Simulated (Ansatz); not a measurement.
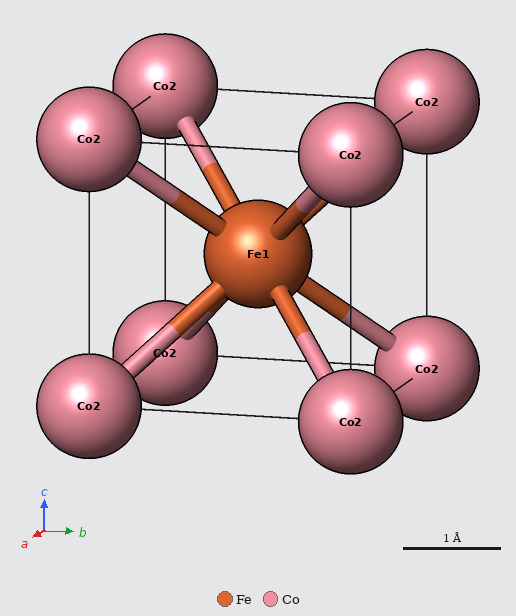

**Figure 1.** The input geometry of the first run (ball-and-stick view of the cell of the calculation, seen slightly off an axis; atoms are numbered from 1 in the order of the input). Near neighbours in the crystal (not all of them lie inside the picture): Fe has 8 Co at 2.44 Å; Co has 8 Fe at 2.44 Å.

# Two runs on FeCo

System: FeCo (2 atoms in the cell).
Method of the first run: DFT r2SCAN, scalar-relativistic, plane waves, PAW, spin-polarised (Ansatz 0.2.0).

The structure derives from an entry of the Crystallography Open Database. Text and figures count atoms from 1; the logs count them from 0 in places.

**Input file, the first run**
```yaml
crystal:
  lattice:
    - [2.8188870778, 0.0, 0.0]
    - [0.0, 2.8188870778, 0.0]
    - [0.0, 0.0, 2.8188870778]
  atoms:
    - { symbol: Fe, position: [0.5, 0.5, 0.5], spin: 3.4 }
    - { symbol: Co, position: [0.0, 0.0, 0.0], spin: 2.16 }
basis:
  ecutwfc: 500
  ecutrho_ratio: 4
kpoints:
  mp_grid: { grid: [12, 12, 12] }
hamiltonian:
  xc: r2scan
scf:
  occupations: { method: gaussian, width: 0.05 }
output:
  forces: true
  stress: true
  eigenvalues: true
  populations: true
magnetization:
  spin_polarized: true
```

Launched with:
```bash
ansatz run input.yaml --threads 4 --pin off --max-ram 7168MiB --backend cpu --events-out ev --progress --plain --runs-dir out
```

Hardware: 4 threads of Arm Neoverse V2, 24 GiB of memory available, shared host.

**Output, shortened to warnings, some set-up lines, iterations and results (the first run)**
```
Basis set: ecut = 500 eV, 587 PW (Γ), exchange–correlation on 96×96×96 points (64 copies of the dense FFT grid, shifted against one another)
Symmetry: 48 space group operations
k-points: 84 of 1728
Initial density: superposition of atomic densities (chi_scale 0.1, normalization cell)
[...]
SCF iter   1: F=—  HF=-9616.938861 eV  |F-HF|=—  |Δ(HF+E_count)|=         —  Δρ=9.02e-2 (↑3.30e-2 ↓9.02e-2)  dr2=1.90e0  dr2_τ=1.49e-2  dr2_m=2.58e-1  M=5.063 μB ∫|m|=5.238 …
SCF iter   2: F=—  HF=-9616.803140 eV  |F-HF|=—  |Δ(HF+E_count)|=   1.36e-1  Δρ=3.12e-2 (↑1.32e-2 ↓3.12e-2)  dr2=2.61e-1  dr2_τ=1.22e-2  dr2_m=2.86e-2  M=4.947 μB ∫|m|=5.348 …
SCF iter   3: F=—  HF=-9617.281099 eV  |F-HF|=—  |Δ(HF+E_count)|=         —  Δρ=1.04e-2 (↑1.04e-2 ↓1.04e-2)  dr2=2.27e-2  dr2_τ=8.29e-4  dr2_m=1.93e-4  M=4.899 μB ∫|m|=5.390 …
SCF iter   4: F=—  HF=-9617.523662 eV  |F-HF|=—  |Δ(HF+E_count)|=   2.43e-1  Δρ=1.14e-2 (↑7.64e-3 ↓1.14e-2)  dr2=2.55e-2  dr2_τ=4.79e-4  dr2_m=1.62e-3  M=4.886 μB ∫|m|=5.377 …
SCF iter   5: F=—  HF=-9617.599443 eV  |F-HF|=—  |Δ(HF+E_count)|=   7.58e-2  Δρ=9.01e-3 (↑6.53e-3 ↓9.01e-3)  dr2=1.44e-2  dr2_τ=4.07e-4  dr2_m=7.75e-4  M=4.879 μB ∫|m|=5.371 …
[... 6 lines ...]
SCF iter  12: F=—  HF=-9617.881278 eV  |F-HF|=—  |Δ(HF+E_count)|=   8.34e-6  Δρ=2.05e-5 (↑1.61e-5 ↓2.05e-5)  dr2=7.00e-8  dr2_τ=1.73e-9  dr2_m=4.86e-9  M=4.782 μB ∫|m|=5.301 …
SCF iter  13: F=—  HF=-9617.881279 eV  |F-HF|=—  |Δ(HF+E_count)|=   4.31e-7  Δρ=1.12e-5 (↑7.32e-6 ↓1.12e-5)  dr2=1.84e-8  dr2_τ=8.05e-10  dr2_m=2.44e-9  M=4.782 μB ∫|m|=5.301 …
SCF iter  14: F=—  HF=-9617.881279 eV  |F-HF|=—  |Δ(HF+E_count)|=   2.05e-7  Δρ=5.52e-6 (↑2.87e-6 ↓5.52e-6)  dr2=7.09e-9  dr2_τ=6.92e-11  dr2_m=1.02e-9  M=4.782 μB ∫|m|=5.301 …
SCF iter  15: F=-9617.881279 eV  HF=-9617.881279 eV  |F-HF|=3.49e-9  |Δ(HF+E_count)|=   3.45e-8  Δρ=4.52e-6 (↑3.47e-6 ↓4.52e-6)  dr2=9.37e-9  dr2_τ=4.67e-11  dr2_m=3.50e-10  …
SCF 1 converged in 15 iterations: F = -9617.881279 eV  dr2 = 9.37e-9
this state was not tested for a lower state beside it, because the mixer in use, unlike msr1, does not test its closes by its own steps (another_mixer; see scf.mixing.algorithm and scf.lower_state_search)
SCF converged after 15 iterations
Magnetization: 4.7818 μB (18.8909 up, 14.1091 down)
Absolute magnetization: 5.3024 μB (∫|ρ↑−ρ↓|, with the PAW one-centre terms)
Spin contamination: 0.1676 ħ² per cell (⟨S²⟩ above its minimum at these occupations)
Per-site moments (μB) at R_I (Å): [(3.063714028814096, 1.0070064756569737), (1.9497267299115955, 1.0070064756569737)]
Free energy (F): -9617.881279 eV
Harris-Foulkes:  -9617.881279 eV  (|F-HF|=3.49e-9)
Internal energy: -9617.880384 eV  (E = F + TS)
E sigma→0 (E₀):  -9617.880831 eV
Entropy (-TS):   -0.000895 eV (-0.448 meV/atom)
Fermi energy:    19.129251 eV
--- Per-component energies (eV) ---
  E_band       = -510.677103
  E_kinetic    = 801.619022
  E_local      = -4929.673888  (includes V_loc(G=0)·N_el)
  E_nonlocal   = 679.725042
  E_hartree    = 2068.918924
  E_xc         = -270.838620
  E_vxc        = -397.909379  (∫ρ·V_xc dr)
  E_paw        = -2903.265538  (= ΣΔE_a)
  E_vpaw       = -829.057673  (= ΣTr[D̂ρ^β])
  E_aug_tail   = 0.000305  (compensation charges beyond the density's cutoff)
  E_vtau       = 26.773921  (kinetic-family band-sum trace: ∫τ·v_τ [+ j·A + Jᵃ·Aᵃ] dr)
  E_ewald      = -5063.780949
  E_core_change = -0.584681  (= ΣΔE_core)
  E_smearing   = -0.000895  (= −TS)
  E_closure    = -0.000000  (closes the sum)
  Σ components = -9617.881279   (vs F -9617.881279, Δ=0.00e0)
--- Forces (eV/Å), atoms counted from 1 ---
  atom   1  Fe    -0.00000000     0.00000000     0.00000000
  atom   2  Co    -0.00000000     0.00000000     0.00000000
  max |Σ_I F_I| component: 9.47e-30 eV/Å
--- Stress (GPa, compression-positive) ---
        4.134745      -0.000000       0.000000
       -0.000000       4.134745       0.000000
        0.000000       0.000000       4.134745
  P = ⅓ Tr σ = 4.1347 GPa (41.347 kbar)
--- Löwdin populations: 2 sites ---
  site symbol       q [e]    m [muB]
     0     Fe     15.6866     3.0889
     1     Co     16.7737     1.9331
  spilling = 0.016354 (of n_electrons = 33.000000)
```

For the second run the input was changed thus:
```diff
-    - [2.8188870778, 0.0, 0.0]
-    - [0.0, 2.8188870778, 0.0]
-    - [0.0, 0.0, 2.8188870778]
+    - [2.8351364052, 0.0, 0.0]
+    - [0.0, 2.8351364052, 0.0]
+    - [0.0, 0.0, 2.8351364052]
-    - { symbol: Fe, position: [0.5, 0.5, 0.5], spin: 3.4 }
+    - { symbol: Fe, position: [0.5, 0.5, 0.5], spin: 3.42 }
```

What does this change do to the results?

With the same functional and potentials, the second run lies 2.8 meV per atom lower. The pressure goes from 4.13 to 0.57 GPa. The volume per atom goes from 11.20 to 11.39 Å³. The number of SCF iterations is the same.

**Output, shortened to warnings, some set-up lines, iterations and results (the second run)**
```
Basis set: ecut = 500 eV, 587 PW (Γ), exchange–correlation on 96×96×96 points (64 copies of the dense FFT grid, shifted against one another)
Symmetry: 48 space group operations
k-points: 84 of 1728
Initial density: superposition of atomic densities (chi_scale 0.1, normalization cell)
[...]
SCF iter   1: F=—  HF=-9616.963627 eV  |F-HF|=—  |Δ(HF+E_count)|=         —  Δρ=8.81e-2 (↑3.15e-2 ↓8.81e-2)  dr2=1.82e0  dr2_τ=1.44e-2  dr2_m=2.58e-1  M=5.082 μB ∫|m|=5.264 …
SCF iter   2: F=—  HF=-9616.852146 eV  |F-HF|=—  |Δ(HF+E_count)|=   1.11e-1  Δρ=3.04e-2 (↑1.29e-2 ↓3.04e-2)  dr2=2.53e-1  dr2_τ=1.14e-2  dr2_m=2.75e-2  M=4.957 μB ∫|m|=5.373 …
SCF iter   3: F=—  HF=-9617.310758 eV  |F-HF|=—  |Δ(HF+E_count)|=         —  Δρ=1.05e-2 (↑1.03e-2 ↓1.05e-2)  dr2=2.28e-2  dr2_τ=8.24e-4  dr2_m=2.64e-4  M=4.906 μB ∫|m|=5.415 …
SCF iter   4: F=—  HF=-9617.543993 eV  |F-HF|=—  |Δ(HF+E_count)|=   2.33e-1  Δρ=1.12e-2 (↑7.62e-3 ↓1.12e-2)  dr2=2.57e-2  dr2_τ=4.72e-4  dr2_m=1.54e-3  M=4.897 μB ∫|m|=5.403 …
SCF iter   5: F=—  HF=-9617.617518 eV  |F-HF|=—  |Δ(HF+E_count)|=   7.35e-2  Δρ=8.63e-3 (↑6.55e-3 ↓8.63e-3)  dr2=1.38e-2  dr2_τ=3.93e-4  dr2_m=5.86e-4  M=4.893 μB ∫|m|=5.400 …
[... 6 lines ...]
SCF iter  12: F=—  HF=-9617.886914 eV  |F-HF|=—  |Δ(HF+E_count)|=   8.35e-6  Δρ=2.15e-5 (↑2.15e-5 ↓1.95e-5)  dr2=7.87e-8  dr2_τ=2.31e-9  dr2_m=3.47e-8  M=4.806 μB ∫|m|=5.337 …
SCF iter  13: F=—  HF=-9617.886914 eV  |F-HF|=—  |Δ(HF+E_count)|=   2.10e-7  Δρ=9.05e-6 (↑7.14e-6 ↓9.05e-6)  dr2=1.21e-8  dr2_τ=6.17e-10  dr2_m=1.02e-9  M=4.806 μB ∫|m|=5.337 …
SCF iter  14: F=—  HF=-9617.886914 eV  |F-HF|=—  |Δ(HF+E_count)|=   1.92e-7  Δρ=5.76e-6 (↑3.05e-6 ↓5.76e-6)  dr2=6.46e-9  dr2_τ=9.84e-11  dr2_m=9.20e-10  M=4.806 μB …
SCF iter  15: F=-9617.886914 eV  HF=-9617.886914 eV  |F-HF|=8.41e-9  |Δ(HF+E_count)|=   1.89e-8  Δρ=1.88e-6 (↑1.88e-6 ↓1.62e-6)  dr2=1.70e-9  dr2_τ=1.63e-11  dr2_m=9.51e-11  …
SCF 1 converged in 15 iterations: F = -9617.886914 eV  dr2 = 1.70e-9
this state was not tested for a lower state beside it, because the mixer in use, unlike msr1, does not test its closes by its own steps (another_mixer; see scf.mixing.algorithm and scf.lower_state_search)
SCF converged after 15 iterations
Magnetization: 4.8060 μB (18.9030 up, 14.0970 down)
Absolute magnetization: 5.3387 μB (∫|ρ↑−ρ↓|, with the PAW one-centre terms)
Spin contamination: 0.1729 ħ² per cell (⟨S²⟩ above its minimum at these occupations)
Per-site moments (μB) at R_I (Å): [(3.085875536579358, 1.0128113119151332), (1.9576695843833158, 1.0128113119151332)]
Free energy (F): -9617.886914 eV
Harris-Foulkes:  -9617.886914 eV  (|F-HF|=8.41e-9)
Internal energy: -9617.886070 eV  (E = F + TS)
E sigma→0 (E₀):  -9617.886492 eV
Entropy (-TS):   -0.000845 eV (-0.422 meV/atom)
Fermi energy:    18.739765 eV
--- Per-component energies (eV) ---
  E_band       = -522.679952
  E_kinetic    = 800.493905
  E_local      = -4974.962819  (includes V_loc(G=0)·N_el)
  E_nonlocal   = 679.882245
  E_hartree    = 2085.728316
  E_xc         = -270.450564
  E_vxc        = -397.334964  (∫ρ·V_xc dr)
  E_paw        = -2903.234430  (= ΣΔE_a)
  E_vpaw       = -828.959406  (= ΣTr[D̂ρ^β])
  E_aug_tail   = 0.000306  (compensation charges beyond the density's cutoff)
  E_vtau       = 26.740732  (kinetic-family band-sum trace: ∫τ·v_τ [+ j·A + Jᵃ·Aᵃ] dr)
  E_ewald      = -5034.758348
  E_core_change = -0.584681  (= ΣΔE_core)
  E_smearing   = -0.000845  (= −TS)
  E_closure    = 0.000000  (closes the sum)
  Σ components = -9617.886914   (vs F -9617.886914, Δ=0.00e0)
--- Forces (eV/Å), atoms counted from 1 ---
  atom   1  Fe     0.00000000     0.00000000     0.00000000
  atom   2  Co    -0.00000000     0.00000000     0.00000000
  max |Σ_I F_I| component: 6.72e-29 eV/Å
--- Stress (GPa, compression-positive) ---
        0.571622      -0.000000       0.000000
       -0.000000       0.571622       0.000000
        0.000000       0.000000       0.571622
  P = ⅓ Tr σ = 0.5716 GPa (5.716 kbar)
--- Löwdin populations: 2 sites ---
  site symbol       q [e]    m [muB]
     0     Fe     15.6795     3.1092
     1     Co     16.7757     1.9423
  spilling = 0.016511 (of n_electrons = 33.000000)
```

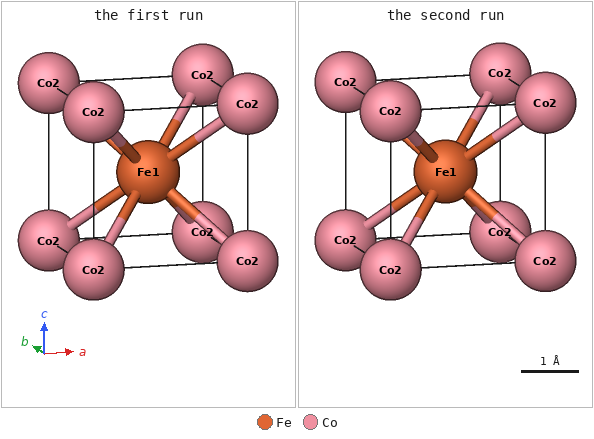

**Figure 2.** The two input geometries at one scale (ball-and-stick view of the cell of the calculation, seen at an oblique angle). The atoms keep their places relative to the cell (all moves are under 0.005 Å). The drawn cell changes as follows: a = b = c 2.819 → 2.835 Å (+0.6 %); the volume changes by +1.7 %. Among the contacts that change: Fe1–Co2 2.441 → 2.455 Å.

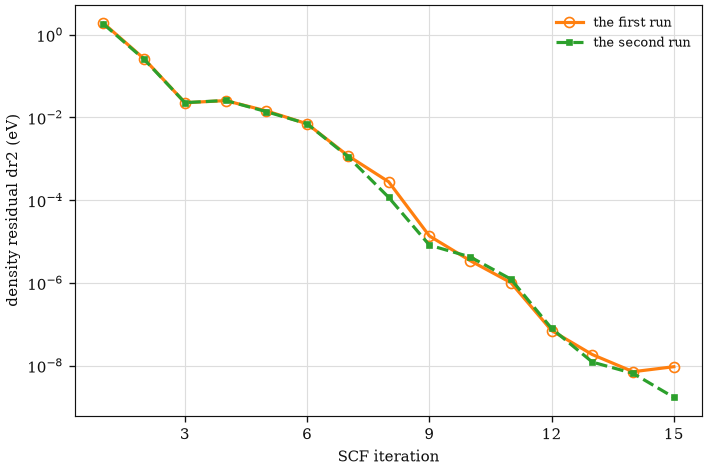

**Figure 3.** Convergence of the two runs: density residual dr2 against the SCF iteration. The first run takes 15 iterations in all, and the second run takes 15.

**The two runs side by side**

| quantity | the first run | the second run |
| --- | --- | --- |
| outcome | converged | converged |
| free energy per atom (eV) | −4808.9406 | −4808.9435 |
| energy per atom, smearing taken to zero (eV) | −4808.9404 | −4808.9432 |
| gap on the mesh (eV) | 0.00 | 0.00 |
| net moment of the cell (μB) | 4.78 | 4.81 |
| absolute moment of the cell (μB) | 5.30 | 5.34 |
| pressure (GPa) | 4.13 | 0.57 |
| volume per atom (Å³) | 11.20 | 11.39 |
| largest force (eV/Å) | 0.000 | 0.000 |
| SCF iterations | 15 | 15 |
| irreducible k-points | 84 | 84 |
| plane waves at Γ | 587 | 587 |
| wall time (shared host) | 6 s | 6 s |

For both runs: Warnings: the state was not tested for a lower one.
